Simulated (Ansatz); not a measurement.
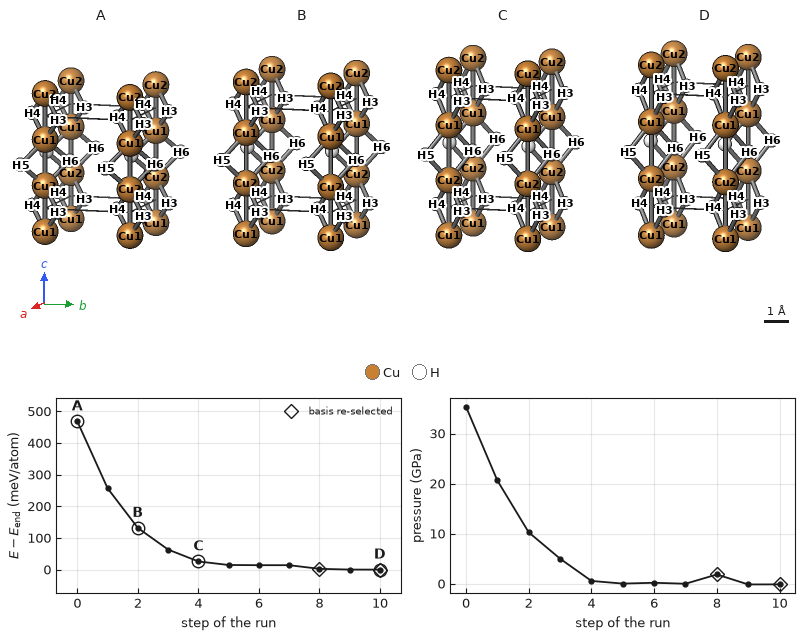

Frames of a relaxation of crystalline CuH2 (a generated structure, set up in P4_2/mcm) (coarse preliminary run), marked on the history of the run. Style: ball-and-stick. Shown: the cell of the calculation, slightly off an axis.

Computed with DFT PBE, scalar-relativistic, plane waves, PAW in Ansatz 0.2.0. (plane-wave cutoff 420 eV; k-point mesh 6 × 6 × 4; occupations gaussian; smearing width 0.1 eV; no spin polarisation; cell and atoms relaxed; force threshold 0.04 eV/Å; at most 70 steps)

Q: Describe the path.

A: The energy falls by 468 meV per atom in 8 accepted moves (10 points after the start). Largest force component: 0.68 eV/Å at the start, 0.018 eV/Å at the end. The pressure goes from 35.37 to −0.13 GPa. The SCF was repeated twice at an unchanged geometry on a basis and grid sized afresh for the cell, which shifted the energy by 11.5 meV per atom at most. The largest moves relative to the cell, 0.087 Å, are those of H3, H4, H5 and H6. H3 goes along [1 1 0]. Cu stays in place. Cell: a = b 3.733 → 3.265 Å (−12.5 %), c 3.919 → 4.836 Å (+23.4 %). Volume −5.6 %. Near-neighbour distances that change, for instance: Cu1–Cu2 1.959 → 2.418 Å, Cu1–H3 1.530 → 1.644 Å. Among the angles between lasting bonds that change: Cu1–H4–Cu2 79.7° → 94.7°, H3–Cu2–H4 100.3° → 85.3°, H3–Cu2–H5 114.2° → 122.7°. The space group stays P4_2/mcm (No. 132). Cost: 40 s on 1 thread of Intel(R) Xeon(R) Processor @ 2.70GHz (shared host), peak memory 0.37 GiB. From step 0 to 2: volume +9.3 %, energy −337 meV per atom. From step 2 to 4: H atoms move most (0.02 Å), volume −5.3 %, energy −106 meV per atom. From step 4 to 10: H atoms move most (0.06 Å), volume −8.8 %, energy −25.8 meV per atom.

| step | E − E(0), meV/atom | largest force component, eV/Å | pressure, GPa | volume, Å³/atom | note |
| --- | --- | --- | --- | --- | --- |
| 0 | 0.00 | 0.6790 | 35.37 | 9.103 |  |
| 1 | -211.18 | 0.3401 | 20.62 | 9.564 |  |
| 2 | -336.53 | 0.0950 | 10.27 | 9.952 |  |
| 3 | -404.74 | 0.1487 | 5.01 | 10.032 |  |
| 4 | -442.32 | 0.0794 | 0.56 | 9.425 |  |
| 5 | -453.51 | 0.0477 | 0.03 | 8.590 |  |
| 6 | -454.09 | 0.0163 | 0.19 | 8.379 |  |
| 7 | -454.12 | 0.0008 | 0.00 | 8.439 |  |
| 8 | -465.61 | 0.0005 | 1.85 | 8.439 | same geometry, new basis |
| 9 | -467.93 | 0.0184 | -0.14 | 8.595 |  |
| 10 | -468.11 | 0.0183 | -0.13 | 8.595 | same geometry, new basis |

Limits of the set-up: the k-point mesh is coarse for a cell with partly filled bands.
